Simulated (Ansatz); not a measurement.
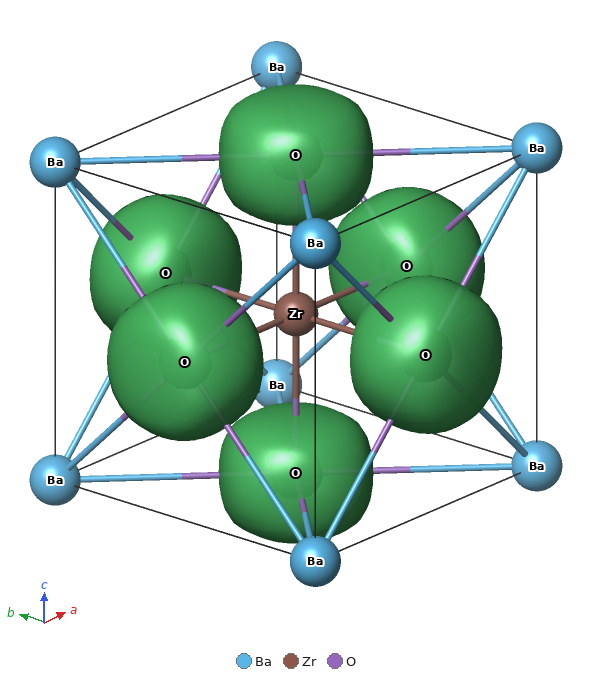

*BaZrO3. Isosurface of the electron localisation function at 0.65 (green), seen at an oblique angle. Only the valence region is drawn (cores and ρ < 0.01 e/Å³ removed). Sticks mark near contacts.*

Space group Pm-3m; a generated structure, not necessarily the stable one; computed pressure about 3 GPa in this cell.

Theory: DFT r2SCAN, scalar-relativistic, plane waves, PAW (Ansatz 0.2.0).

Input file:

```
crystal:
  lattice:
    - [2.9559015618, 1.7065905624, 2.4135561838]
    - [-2.9559015618, 1.7065905624, 2.4135561838]
    - [0.0, -3.4131811248, 2.4135561838]
  atoms:
    - { symbol: Ba, position: [0.0038016312, 0.0038016312, 0.0038016312] }
    - { symbol: Zr, position: [0.5038283432, 0.5038283432, 0.5038283432] }
    - { symbol: O, position: [0.5038650763, 0.5038650763, 0.0038398729] }
    - { symbol: O, position: [0.0038398729, 0.5038650763, 0.5038650763] }
    - { symbol: O, position: [0.5038650763, 0.0038398729, 0.5038650763] }
basis:
  ecutwfc: 500
kpoints:
  mp_grid: { grid: [6, 6, 6] }
  band_path:
    path:
      - [0.0, 0.0, 0.0]
      - [-1.00357e-05, 0.0, -0.4999999999]
      - [-2.00717e-05, -0.5, -0.5000100358]
      - [0.4999799281, -0.5, -0.5000100358]
      - [0.489583, -0.5, -0.5]
    npoints: 1
hamiltonian:
  xc: r2scan
scf:
  occupations: { method: gaussian, width: 0.02 }
  n_extra_bands: 5
output:
  forces: true
  stress: true
  eigenvalues: true
  write_density: true
  write_potential: true
  elf: true
  volumetric_format: npy
```

Command:

```sh
ansatz run input.yaml --threads 2 --pin off --max-ram 5120MiB --backend cpu --events-out ev --progress --plain --runs-dir out
```

Below, planes, directions and counts refer to the conventional cell (a = 4.18 Å, b = 4.18 Å, c = 4.18 Å, α = 90.00°, β = 90.00°, γ = 90.00°).

What do the ELF domains correspond to?

Answer. The surface consists of three regions wrapped around O (the valence shell of each), counted in one cell of 5 atoms. Any copies at cell faces, edges or corners count once. Profiles from the grid: Zr–O (2.09 Å): the ELF peaks at about 0.85 in the valence shell of O, 0.6 Å from its nucleus, and drops to about 0.20 between the two atoms (no localised pair shows between them). Ba–O (2.96 Å): the ELF is about 0.10 at the midpoint (a largely ionic contact).
